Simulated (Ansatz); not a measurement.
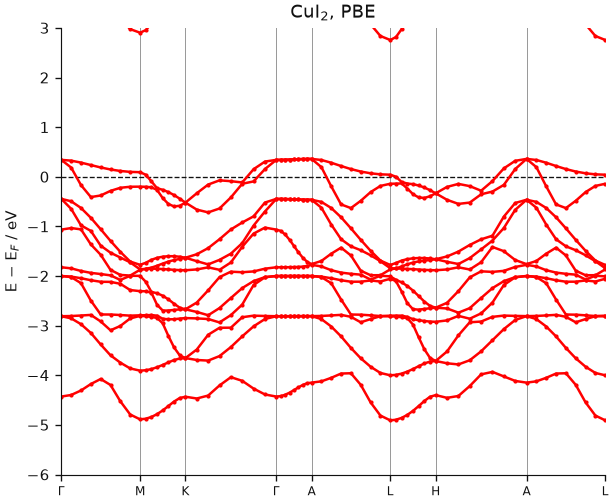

Band structure. Energies are counted from the Fermi level. The path runs straight from each named point to the next.

Q: Which Bravais lattice do the labels of the path belong to?

A: A hexagonal (primitive) lattice: the path Γ–M–K–Γ–A–L–H–A–L runs through the special points of its Brillouin zone.

Structure: CuI2, space group P-3m1, 3 atoms in the cell; a = 3.95 Å, b = 3.95 Å, c = 7.63 Å, α = 90.00°, β = 90.00°, γ = 120.00°.

Level of theory: DFT, PBE, PAW with Ansatz's default frozen-core files, scalar-relativistic, no spin polarisation, 13×13×7 k mesh, 420 eV cutoff, Fermi-Dirac smearing of 0.08 eV; code Ansatz 0.2.0.

Q: Does this material conduct, going by its bands?

A: A metal: 2 bands cross the Fermi level along this path.
